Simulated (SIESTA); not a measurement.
**TiSi: 7 runs along one coordinate**

System: TiSi (Cmmm, 2 atoms in the cell).
Method: Kohn-Sham DFT of a periodic cell, LDA, PseudoDojo 0.4 standard, converted to PSML, no spin polarisation (SIESTA 5.4.2).

The 7 runs differ only in the geometry, by an even scaling of the cell at fixed fractional positions. The structure derives from a Materials Project entry.

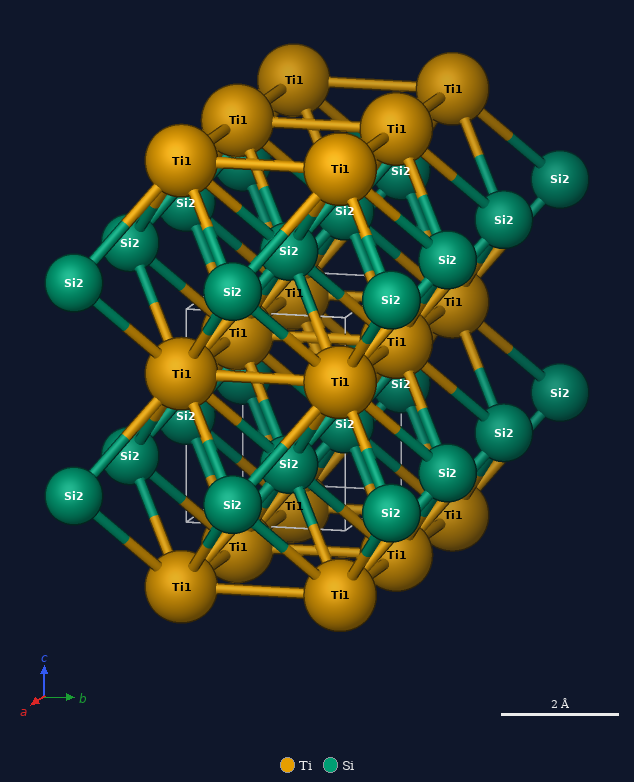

Figure 1. The structure of run 4 (ball-and-stick view of the cell of the calculation, repeated 3 × 2 × 2, seen slightly off an axis; atoms are numbered from 1 in the order of the input). An atom can appear more than once, as a periodic image.

**Input of run 4**
```
SystemName                      TiSi
SystemLabel                     TiSi
NumberOfSpecies                 2
NumberOfAtoms                   2
%block ChemicalSpeciesLabel
  1  22 Ti
  2  14 Si
%endblock ChemicalSpeciesLabel

LatticeConstant                 1.0 Ang
%block LatticeVectors
     1.8161780000    -2.1176240000     0.0000000000
     1.8161780000     2.1176240000     0.0000000000
     0.0000000000     0.0000000000     3.8039340000
%endblock LatticeVectors
AtomicCoordinatesFormat         Fractional
%block AtomicCoordinatesAndAtomicSpecies
     0.5000000000     0.5000000000     0.0000000000  1  Ti
     0.0000000000     0.0000000000     0.5000000000  2  Si
%endblock AtomicCoordinatesAndAtomicSpecies

%block kgrid.MonkhorstPack
   10   0   0  0.0
    0  10   0  0.0
    0   0   7  0.0
%endblock kgrid.MonkhorstPack
XC.Functional                   LDA
XC.Authors                      PW92
PAO.BasisSize                   DZP
PAO.EnergyShift                 0.003 Ry
Mesh.Cutoff                     800 Ry
OccupationFunction              FD
ElectronicTemperature           0.05 eV
MaxSCFIterations                120
SCF.MustConverge                false
SCF.Mixer.Method                Pulay
SCF.Mixer.Weight                0.25
SCF.Mixer.History               8
SCF.DM.Tolerance                5.0e-05
SCF.H.Tolerance                 1.0e-03 eV
WriteForces                     true
Charge.Mulliken                 end
%block PAO.Basis
  Ti 5
  n=3 0 2
    3.157 0.000
  n=4 0 2
    8.686 0.000
  n=3 1 2
    3.575 0.000
  n=4 1 1
    8.686
  n=3 2 2
    6.229 0.000
%endblock PAO.Basis
```

Command:
```bash
siesta TiSi.fdf > TiSi.out 2>&1
```

Lattice vectors (Å) and fractional positions of run 4:
```
   1.816178   -2.117624    0.000000
   1.816178    2.117624    0.000000
   0.000000    0.000000    3.803934
Ti  0.500000  0.500000  0.000000
Si  0.000000  0.000000  0.500000
```

Run 6 differs from it as follows:
```diff
-     1.8161780000    -2.1176240000     0.0000000000
-     1.8161780000     2.1176240000     0.0000000000
-     0.0000000000     0.0000000000     3.8039340000
+     1.8400778197    -2.1454906694     0.0000000000
+     1.8400778197     2.1454906694     0.0000000000
+     0.0000000000     0.0000000000     3.8539915036
```

**Results, with one run withheld**

```tsv
run	volume per atom (Å³)	free energy per atom, from the lowest run given (meV)	pressure (GPa)
1	13.752	0.00	1.20
2	14.045	0.74	−1.95
3	14.337	6.98	−4.83
4	14.630	18.22	−7.42
5	14.922	33.97	−9.76
6	15.215	?	?
7	15.508	77.19	−13.74
```

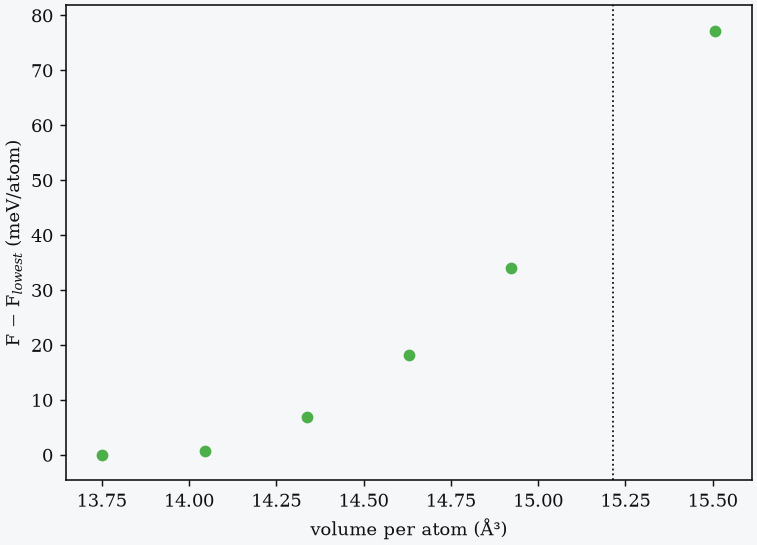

Figure 2. Free energy per atom of the runs given; the dotted line marks run 6.

What should run 6 give?

A cubic polynomial in V^(−2/3) (the Birch–Murnaghan form), fitted to the 6 runs given, misses them by at most 0.03 meV per atom. With x = V^(−2/3) − 0.16807 Å⁻², it reads F = 13.19 − 5201.4 x + 4.9684e+05 x² + 65312 x³ (meV per atom). At run 6 it gives 53.75 meV per atom, and the run itself gives 53.76. The slope of the fit gives a pressure −dF/dV of −11.86 GPa there, and the run prints −11.86 GPa. The fit has its minimum at 13.861 Å³ per atom, where V d²F/dV² gives 154 GPa. Cell shape and fractional positions are held, so this is the stiffness under even scaling; the relaxed bulk modulus wasn't computed.

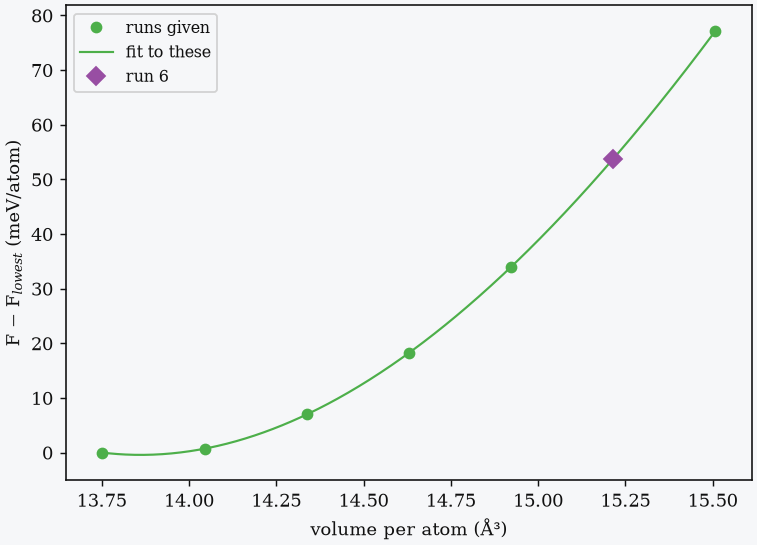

Figure 3. The fit and the withheld run.

**Some lines of the output (run 6)**
```
[...]
outcell: Cell volume (Ang**3)        :     30.4301
stepf: Fermi-Dirac step function
siesta: Etot    =     -1731.089857
siesta: FreeEng =     -1731.097619
        iscf     Eharris(eV)        E_KS(eV)     FreeEng(eV)     dDmax    Ef(eV) dHmax(eV)
siesta: E_KS(eV) =            -1731.6936
siesta: E_KS - E_eggbox =     -1731.6936
siesta: Etot    =     -1731.693593
siesta: FreeEng =     -1731.702756
siesta:         Fermi =      -6.730417
siesta: Cell volume =         30.430113 Ang**3
    Orbital volume contribution        =           2.631942 eV
```

Notes: Points of doubt noted for this run: mulliken charges of long orbitals. With a small basis of atomic orbitals these values can differ much from converged plane-wave results.
